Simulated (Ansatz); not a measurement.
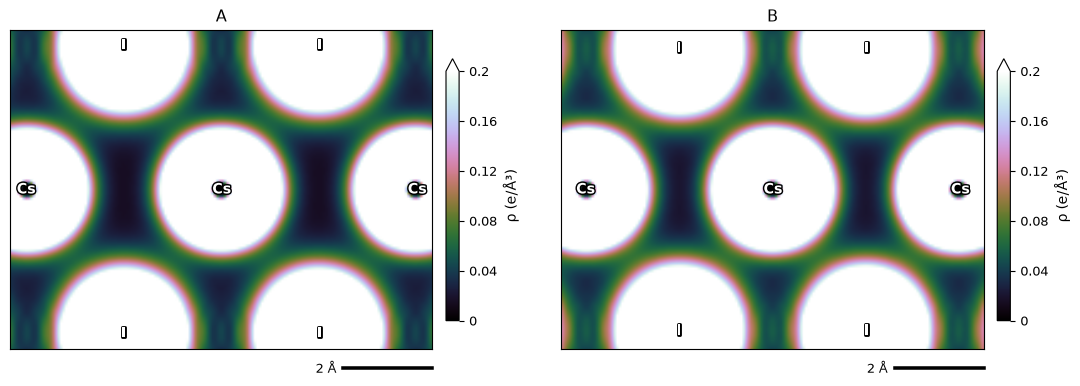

CsI. The valence electron density of two cells that differ in size and shape, on the (101̄) plane of each (indices in the axes of the calculation cell), at one length scale and on one colour scale; one has 41.9 and the other 45.6 Å³ an atom.

Space group P4/mmm.

The calculation used DFT PBE, scalar-relativistic, plane waves, PAW (Ansatz 0.2.0).

The larger cell:

```
CELL_PARAMETERS angstrom
4.38403 0.00000 0.00000
0.00000 4.38403 0.00000
0.00000 0.00000 4.74937
ATOMIC_POSITIONS crystal
Cs 0.00000 0.00000 0.00000
I 0.50000 0.50000 0.50000
```

The smaller cell: a = 4.201 Å, b = 4.201 Å, c = 4.749 Å, α = 90.00°, β = 90.00°, γ = 90.00°.

Which panel shows the smaller cell, and what does the compression change?

Answer. Panel B is the smaller cell, by 8 % in volume. From the larger cell to the smaller, Cs–I goes from 3.90 to 3.80 Å, and the density at its midpoint from 0.06 to 0.07 e/Å³; the pressure goes from 1.4 to 3.0 GPa; the Kohn–Sham gap goes from 3.7 eV to 3.4 eV.
